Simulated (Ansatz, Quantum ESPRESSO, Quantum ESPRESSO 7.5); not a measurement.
**Evanescent states of KF, rock salt type, lattice constant set to 5.338 Å**

How good a tunnel barrier is KF, rock salt type, lattice constant set to 5.338 Å?

Main program and level: Quantum ESPRESSO 7.5; plane-wave DFT, LDA, GBRV ultrasoft pseudopotentials (cross-check by Ansatz 0.2.0 with PAW datasets).

The structure was built from a prototype and need not be the compound's stable phase.

## (1) Set-up

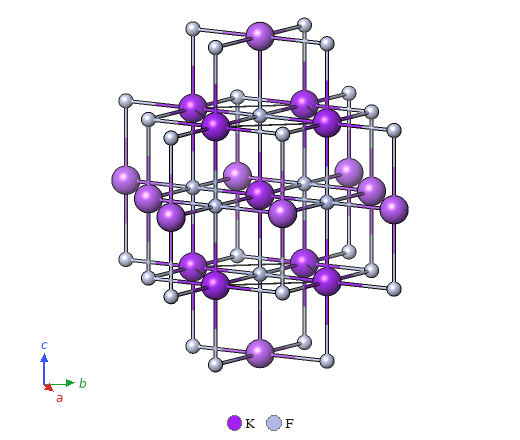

Start, viewed from the side, with the c axis up; potassium purple, fluorine light blue. Some periodic images of atoms are drawn too.

Coordinates:

```cif
data_structure
_symmetry_space_group_name_H-M 'P 1'
_symmetry_Int_Tables_number 1
_cell_length_a 3.7745
_cell_length_b 3.7745
_cell_length_c 5.3380
_cell_angle_alpha 90.000
_cell_angle_beta 90.000
_cell_angle_gamma 90.000
_cell_volume 76.05
loop_
_atom_site_label
_atom_site_type_symbol
_atom_site_fract_x
_atom_site_fract_y
_atom_site_fract_z
_atom_site_occupancy
K1 K 0.00000 0.00000 0.00000 1
F2 F 0.50000 0.50000 0.00000 1
K3 K 0.50000 0.50000 0.50000 1
F4 F 0.00000 0.00000 0.50000 1
```

## (2) SCF with pw.x

pwcond needs a cell whose third axis lies along the current and stands perpendicular to the other two.

scf.in

```
&control
  prefix = 'scf'
  outdir = './out'
  pseudo_dir = './pseudo'
  calculation = 'scf'
  tprnfor = .true.
/
&system
  ibrav = 0
  nat = 4
  ntyp = 2
  ecutwfc = 40
  ecutrho = 200
  occupations = 'fixed'
  nbnd = 20
/
&electrons
  conv_thr = 1e-09
  mixing_beta = 0.6
  electron_maxstep = 120
/
ATOMIC_SPECIES
  K   39.0983  k_lda_v1.4.uspp.F.UPF
  F   18.9984  f_lda_v1.4.uspp.F.UPF
CELL_PARAMETERS angstrom
  3.77453599797379 0.00000000000000 0.00000000000000
  0.00000000000000 3.77453599797379 0.00000000000000
  0.00000000000000 0.00000000000000 5.33800000000000
ATOMIC_POSITIONS crystal
  K   0.000000000000 0.000000000000 0.000000000000
  F   0.500000000000 0.500000000000 0.000000000000
  K   0.500000000000 0.500000000000 0.500000000000
  F   0.000000000000 0.000000000000 0.500000000000
K_POINTS automatic
  6 6 6 0 0 0
```

On the command line:

```console
$ OMP_NUM_THREADS=1 mpirun -n 2 pw.x -nk 2 -in scf.in > scf.out
```

The program printed:

```text
Program PWSCF v.7.5 starts
[citation notice left out]

     Parallel version (MPI & OpenMP), running on       2 processor cores
     Number of MPI processes:                 2
     Threads/MPI process:                     1

     MPI processes distributed on     1 nodes
[...]
Current dimensions of program PWSCF are:
     Max number of different atomic species (ntypx) = 10
     Max number of k-points (npk) =  40000
     Max angular momentum in pseudopotentials (lmaxx) =  4
     Found identity + ( -0.5000 -0.5000 -0.5000) symmetry
     This is a supercell, fractional translations are disabled
     Message from routine setup:
     using ibrav=0 with symmetry is DISCOURAGED, use correct ibrav instead

     K-points division:     npool     =       2
     Subspace diagonalization in iterative solution of the eigenvalue problem:
     a serial algorithm will be used

     G-vector sticks info
     --------------------
     sticks:   dense  smooth     PW     G-vecs:    dense   smooth      PW
     Sum         805     657    193                24473    17545    2983

     Using Slab Decomposition

     bravais-lattice index     =            0
     lattice parameter (alat)  =       7.1328  a.u.
     unit-cell volume          =     513.2185 (a.u.)^3
     number of atoms/cell      =            4
     number of atomic types    =            2
     number of electrons       =        32.00
     number of Kohn-Sham states=           20
     kinetic-energy cutoff     =      40.0000  Ry
     charge density cutoff     =     200.0000  Ry
     scf convergence threshold =      1.0E-09
     mixing beta               =       0.6000
     number of iterations used =            8  plain     mixing
     Exchange-correlation=  SLA  PZ   NOGX NOGC
                           (   1   1   0   0   0   0   0)

     celldm(1)=   7.132839  celldm(2)=   0.000000  celldm(3)=   0.000000
     celldm(4)=   0.000000  celldm(5)=   0.000000  celldm(6)=   0.000000

     crystal axes: (cart. coord. in units of alat)
               a(1) = (   1.000000   0.000000   0.000000 )
               a(2) = (   0.000000   1.000000   0.000000 )
               a(3) = (   0.000000   0.000000   1.414214 )

     reciprocal axes: (cart. coord. in units 2 pi/alat)
               b(1) = (  1.000000  0.000000  0.000000 )
               b(2) = (  0.000000  1.000000  0.000000 )
               b(3) = (  0.000000  0.000000  0.707107 )

     PseudoPot. # 1 for K  read from file:
     ./pseudo/k_lda_v1.4.uspp.F.UPF
     Pseudo is Ultrasoft + core correction, Zval =  9.0
     Generated by new atomic code, or converted to UPF format
     Using radial grid of  841 points,  6 beta functions with:
                l(1) =   0
                l(2) =   0
                l(3) =   1
                l(4) =   1
                l(5) =   2
                l(6) =   2
     Q(r) pseudized with  6 coefficients,  rinner =    1.500   1.500   1.500
                                                       1.500   1.500

     PseudoPot. # 2 for F  read from file:
     ./pseudo/f_lda_v1.4.uspp.F.UPF
     Pseudo is Ultrasoft, Zval =  7.0
     Generated by new atomic code, or converted to UPF format
     Using radial grid of  799 points,  4 beta functions with:
                l(1) =   0
                l(2) =   0
                l(3) =   1
                l(4) =   1
     Q(r) pseudized with  8 coefficients,  rinner =    0.950   0.950   0.950

     atomic species   valence    mass     pseudopotential
     K                 9.00    39.09830     K ( 1.00)
     F                 7.00    18.99840     F ( 1.00)

     16 Sym. Ops., with inversion, found

   Cartesian axes

     site n.     atom                  positions (alat units)
         1        K      tau(   1) = (   0.0000000   0.0000000   0.0000000  )
         2        F      tau(   2) = (   0.5000000   0.5000000   0.0000000  )
         3        K      tau(   3) = (   0.5000000   0.5000000   0.7071068  )
         4        F      tau(   4) = (   0.0000000   0.0000000   0.7071068  )

     number of k points=    40
                       cart. coord. in units 2pi/alat
        k(    1) = (   0.0000000   0.0000000   0.0000000), wk =   0.0092593
        k(    2) = (   0.0000000   0.0000000   0.1178511), wk =   0.0185185
        k(    3) = (   0.0000000   0.0000000   0.2357023), wk =   0.0185185
        k(    4) = (   0.0000000   0.0000000  -0.3535534), wk =   0.0092593
        k(    5) = (   0.0000000   0.1666667   0.0000000), wk =   0.0370370
        k(    6) = (   0.0000000   0.1666667   0.1178511), wk =   0.0740741
        k(    7) = (   0.0000000   0.1666667   0.2357023), wk =   0.0740741
        k(    8) = (   0.0000000   0.1666667  -0.3535534), wk =   0.0370370
        k(    9) = (   0.0000000   0.3333333   0.0000000), wk =   0.0370370
        k(   10) = (   0.0000000   0.3333333   0.1178511), wk =   0.0740741
[...]
k(   40) = (  -0.5000000  -0.5000000  -0.3535534), wk =   0.0092593

     Dense  grid:    24473 G-vectors     FFT dimensions: (  36,  36,  45)

     Smooth grid:    17545 G-vectors     FFT dimensions: (  30,  30,  45)

     Estimated max dynamical RAM per process >      68.61 MB

     Estimated total dynamical RAM >     131.24 MB

     Initial potential from superposition of free atoms

     starting charge      30.9944, renormalised to      32.0000
     Starting wfcs are   24 randomized atomic wfcs

     total cpu time spent up to now is        1.1 secs

     per-process dynamical memory:    36.3 Mb

     Self-consistent Calculation

     iteration #  1     ecut=    40.00 Ry     beta= 0.60
     Davidson diagonalization with overlap
     ethr =  1.00E-02,  avg # of iterations =  6.7

     Threshold (ethr) on eigenvalues was too large:
     Diagonalizing with lowered threshold

     Davidson diagonalization with overlap
     ethr =  9.45E-04,  avg # of iterations =  2.8

     total cpu time spent up to now is        2.8 secs

     total energy              =    -211.45032401 Ry
     estimated scf accuracy    <       0.24466428 Ry

     iteration #  2     ecut=    40.00 Ry     beta= 0.60
[...]
total energy              =    -211.50537888 Ry
     estimated scf accuracy    <       0.09443507 Ry

     iteration #  3     ecut=    40.00 Ry     beta= 0.60
[...]
total energy              =    -211.52831833 Ry
     estimated scf accuracy    <       0.00389764 Ry

     iteration #  4     ecut=    40.00 Ry     beta= 0.60
[...]
c_bands:  1 eigenvalues not converged
     c_bands:  1 eigenvalues not converged
[...]
total energy              =    -211.52982940 Ry
     estimated scf accuracy    <       0.00030677 Ry

     iteration #  5     ecut=    40.00 Ry     beta= 0.60
[...]
total energy              =    -211.52994468 Ry
     estimated scf accuracy    <       0.00007727 Ry

     iteration #  6     ecut=    40.00 Ry     beta= 0.60
[...]
total energy              =    -211.52994100 Ry
     estimated scf accuracy    <       0.00001751 Ry

     iteration #  7     ecut=    40.00 Ry     beta= 0.60
[...]
total energy              =    -211.52994672 Ry
     estimated scf accuracy    <       0.00001994 Ry

     iteration #  8     ecut=    40.00 Ry     beta= 0.60
[...]
total energy              =    -211.52995065 Ry
     estimated scf accuracy    <       0.00000004 Ry

     iteration #  9     ecut=    40.00 Ry     beta= 0.60
[...]
total energy              =    -211.52995098 Ry
     estimated scf accuracy    <       0.00000011 Ry

     iteration # 10     ecut=    40.00 Ry     beta= 0.60
[...]
total energy              =    -211.52995096 Ry
     estimated scf accuracy    <       0.00000005 Ry

     iteration # 11     ecut=    40.00 Ry     beta= 0.60
[...]
End of self-consistent calculation

          k = 0.0000 0.0000 0.0000 (  2173 PWs)   bands (ev):

   -24.5841 -24.4559 -17.1807 -17.1606  -8.6218  -8.2373  -8.2373  -8.0047
    -8.0047  -8.0047   0.8692   1.0252   1.0252   1.0793   1.0793   1.0793
     6.8879   9.0051  11.2252  11.6248

          k = 0.0000 0.0000 0.1179 (  2172 PWs)   bands (ev):

   -24.5749 -24.4638 -17.1865 -17.1688  -8.5477  -8.2214  -8.2214  -8.0207
    -8.0207  -8.0118   0.7891   0.9452   1.0239   1.0239   1.0701   1.0701
     7.1513   9.1220  10.6978  11.3312

          k = 0.0000 0.0000 0.2357 (  2172 PWs)   bands (ev):

   -24.5502 -24.4860 -17.1969 -17.1863  -8.3682  -8.1791  -8.1791  -8.0635
    -8.0635  -8.0553   0.6293   0.6934   1.0237   1.0237   1.0495   1.0495
     7.8247   9.4656   9.7248  10.6840

          k = 0.0000 0.0000-0.3536 (  2188 PWs)   bands (ev):

   -24.5175 -24.5175 -17.1985 -17.1985  -8.1780  -8.1779  -8.1216  -8.1216
    -8.1216  -8.1216   0.5622   0.5622   1.0312   1.0312   1.0312   1.0312
     8.7224   8.7224  10.0085  10.0085

          k = 0.0000 0.1667 0.0000 (  2205 PWs)   bands (ev):

   -24.5663 -24.4549 -17.1944 -17.1769  -8.5724  -8.2493  -8.2044  -8.0463
    -8.0374  -8.0023   0.8723   0.8752   0.8855   0.9504   0.9926   1.0599
     7.4044   9.3823  11.6262  11.9419

          k = 0.0000 0.1667 0.1179 (  2192 PWs)   bands (ev):

   -24.5582 -24.4617 -17.2004 -17.1850  -8.5062  -8.2323  -8.1909  -8.0809
    -8.0157  -8.0157   0.7666   0.8273   0.8942   0.9480   0.9840   0.9840
     7.6473   9.4849  10.9377  11.1864

[...]
highest occupied, lowest unoccupied level (ev):     1.0793    6.8879

!    total energy              =    -211.52995097 Ry
     estimated scf accuracy    <          2.4E-10 Ry

     The total energy is the sum of the following terms:
     one-electron contribution =     -87.60786540 Ry
     hartree contribution      =      57.74271049 Ry
     xc contribution           =     -36.26727783 Ry
     ewald contribution        =    -145.39751823 Ry

     convergence has been achieved in  11 iterations

     Forces acting on atoms (cartesian axes, Ry/au):

     atom    1 type  1   force =     0.00000000    0.00000000    0.00000000
     atom    2 type  2   force =     0.00000000    0.00000000    0.00000000
     atom    3 type  1   force =     0.00000000    0.00000000    0.00000000
     atom    4 type  2   force =     0.00000000    0.00000000    0.00000000

     Total force =     0.000000     Total SCF correction =     0.000000

[...]
=------------------------------------------------------------------------------=
   JOB DONE.
=------------------------------------------------------------------------------=
```

Run time: 14 s. Hardware: 2 MPI ranks of Intel Xeon Platinum 8375C at 2.90GHz (Ice Lake), shared host; peak memory 0.23 GiB; 27 s of CPU time.

Numbers from this step:

* free energy: -2878.0116 eV
* valence top, on the run's zero: 1.079 eV
* conduction bottom, on the run's zero: 6.888 eV
* gap by band count: 5.809 eV

The program's own clock; routines nest. Time by routine:

```
     routine  wall time (s)  calls
       PWSCF          12.96      1
   electrons          11.73      1
     c_bands            9.8     12
     cegterg           8.34    240
       h_psi           6.27   1315
        fftw           5.51  34026
    vloc_psi           5.38   1315
    sum_band           1.58     12
    init_run           0.99      1
      calbec           0.61   1635
h_psi:calbec           0.45   1315
     cdiaghg           0.43   1275
  add_vuspsi           0.39   1315
     wfcinit           0.38      1
```

The run needed 11 iterations to bring the estimated error under 1e-09 Ry.

(Part 1 of 4 ends here.)

[Logs are printed without paths, hosts, clocks, repeated set-up lines and the standing remarks that a program may print on its own settings, such as how far it seeks lower states.]

[Hosts, paths, dates, database ids (printed as entryN), source tags and the programs' standing remarks are cut or masked in the printed files.]

[Maps of the electrostatic potential energy from Ansatz leave out the sawtooth potential of an applied field or a dipole correction, so their vacuum need not be flat; planar profiles and work functions include it.]
